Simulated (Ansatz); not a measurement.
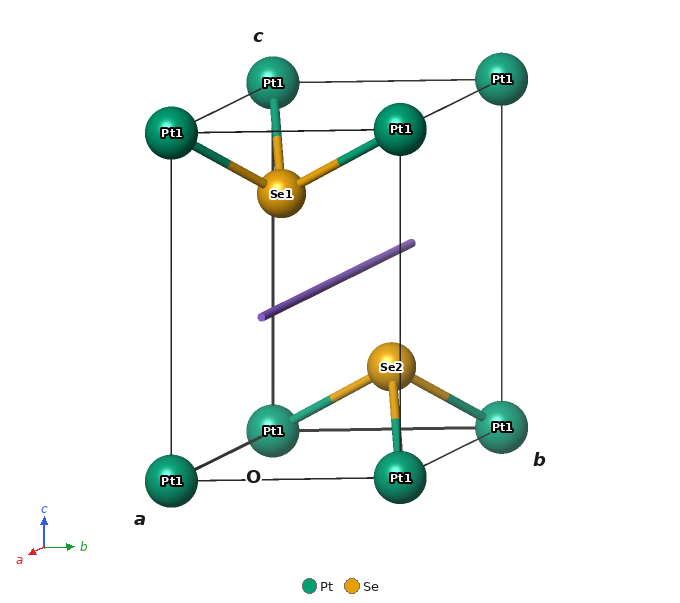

Crystal: PtSe2, coordinates from a relaxation with DFT r2SCAN, scalar-relativistic, plane waves, PAW (Ansatz 0.2.0). The coloured rod is the axis of a symmetry operation of the crystal. The drawing is computed from the coordinates (standard cell, symmetry found to 0.002 Å).

a = 3.717 Å, b = 3.717 Å, c = 5.820 Å, α = 90.00°, β = 90.00°, γ = 120.00°.

```json
{"atom": "Pt1", "x": "0.0000", "y": "0.0000", "z": "0.0000"}
{"atom": "Se1", "x": "0.6667", "y": "0.3333", "z": "0.7746"}
{"atom": "Se2", "x": "0.3333", "y": "0.6667", "z": "0.2254"}
```

Take the operation x, y, z → x−y+1, −y+1, −z+1.

What kind of operation is it, and where does it lie?

Answer. It is a 2₁ screw rotation with translation (1/2, 0, 0), about the line along [1 0 0] through (1/2, 1/2, 1/2).

Onto which atom does it carry each atom (up to whole multiples of a, b and c)?

Answer. Pt1 → Pt1, Se1 → Se2, Se2 → Se1.

What is the crystal's space group?

Answer. P-3m1, No. 164.
